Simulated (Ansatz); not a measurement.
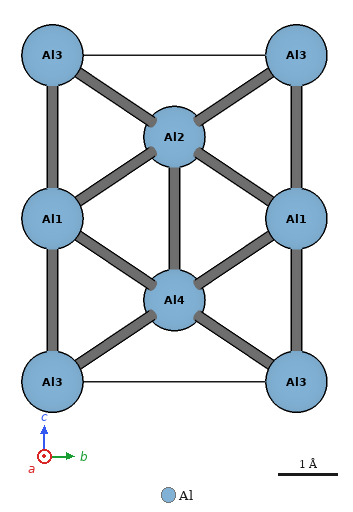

Starting structure of solid Al (set up in C2/m). The picture is a ball-and-stick view of the reduced cell, seen along the a axis. Lengths and directions refer to the drawn axes.

Case: film's bulk on the substrate's plane, third vector and atoms relaxed.

Theory: Ansatz, DFT PBE, scalar-relativistic, plane waves, PAW.

Input file:
```yaml
crystal:
  lattice:
    - [5.2430304069, 0.0, 0.0]
    - [0.0, 5.5744824025, 0.0]
    - [-1.7476768023, 0.0, 2.2871241676]
  atoms:
    - { symbol: Al, position: [0.0, 0.5, 0.0] }
    - { symbol: Al, position: [0.5, 0.75, 0.0] }
    - { symbol: Al, position: [0.0, 0.0, 0.0] }
    - { symbol: Al, position: [0.5, 0.25, 0.0] }
basis:
  ecutwfc: 420
kpoints:
  mp_grid: { grid: [7, 6, 15] }
hamiltonian:
  xc: pbe
scf:
  occupations: { method: gaussian, width: 0.1 }
output:
  forces: true
  stress: true
  eigenvalues: true
relax:
  adjacent_minimum: "off"
  f_tol: 0.01
  max_steps: 50
  cell: { fix: [a, b, gamma], stress_tol: 0.1 }
```

Launched with:
```bash
ansatz run input.yaml --threads 4 --pin off --max-ram 10240MiB --backend cpu --events-out ev --progress --plain --runs-dir out
```

**Predict the outcome.**

No atom moves by more than 0.005 Å relative to the cell. The drawn cell changes at constant volume: a 2.878 → 2.839 Å (−1.4 %), b 4.177 → 4.233 Å (+1.3 %), c unchanged at 5.574 Å, γ 94.2° → 93.6°. Among the contacts that change: Al1–Al1 2.878 → 2.839 Å, Al1–Al2 2.817 → 2.839 Å. The space group stays C2/m (No. 12). After 2 accepted moves (3 points after the start) the energy has fallen by 11.1 meV per cell of the calculation. All forces vanish by symmetry, so only the cell relaxes. The pressure goes from −0.46 to −0.54 GPa. The SCF was repeated once at an unchanged geometry on a basis and grid sized afresh for the cell, which shifted the energy by 0.1 meV per cell of the calculation at most.

The end point in the same view:

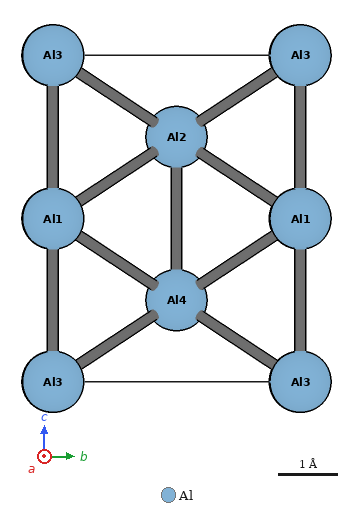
